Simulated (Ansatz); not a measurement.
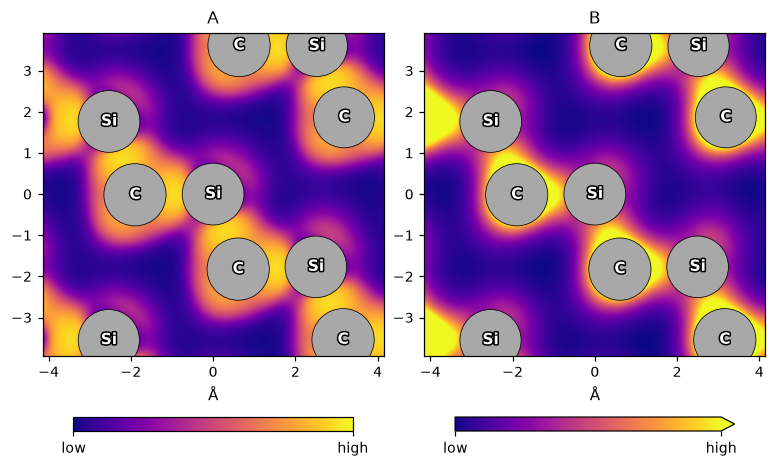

Si16C17 (cell with a defect): 2 fields on the (001) plane of the calculation cell, with unlabelled colour scales. Grey discs cover the atomic cores.

All numbers below come from Ansatz 0.2.0, DFT PBE, scalar-relativistic, plane waves, PAW.

### The panels show electron localisation function and valence pseudo-density in some order. Assign them.

Panel A: electron localisation function. Panel B: valence pseudo-density.
